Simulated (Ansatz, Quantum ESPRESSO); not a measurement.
# SiC(110), H on both faces: the vacuum level over the valence top of the mesh at a withheld member of a series

How the rows were computed: Quantum ESPRESSO 7.5, PBE, GBRV ultrasoft. All atoms relax in a periodic cell with 16 Å of vacuum in the starting cell; runs with a sawtooth field of 0 and 0.1 V/Å and a dipole correction follow on the relaxed atoms, and bands along a path. Fermi-Dirac smearing of 0.002 Ry. The slabs take the lattice constants of the bulk relaxed by the same program. The series steps the number of layers.

```
number of layers  vacuum level over the valence top of the mesh (eV)
        3 layers                                              5.2578
        4 layers                                              5.1763
        6 layers                                              5.1062
        7 layers                                              5.0883
        8 layers                                              5.0800
        9 layers                                              5.0748
       11 layers                                              5.0672
```

**Question.** What is the vacuum level over the valence top of the mesh at 5 layers?

**Fit.** The rows at 4 layers and 6 layers give a slope of (5.1062 − (5.1763))/(6 − (4)) = −0.03505, so a straight line gives 5.1413 eV. A parabola through these and the row at 3 layers gives 5.1258 eV.

**Check.** 5.1282 eV. The line misses by +0.0131 and the parabola by −0.0024 eV. The parabola does better.

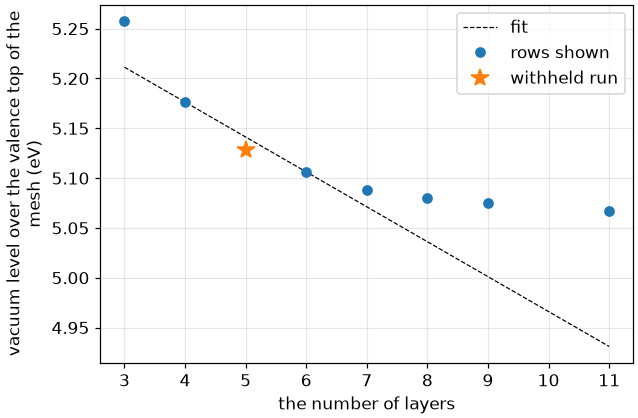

The rows shown, the fit and the withheld run.

Caveats: Semilocal gaps are too small; no spin-orbit coupling; every broken bond is capped, which crowds large atoms; the ions are held in the field.

[Logs are printed without paths, hosts, clocks, repeated set-up lines and the standing remarks that a program may print on its own settings, such as how far it seeks lower states.]
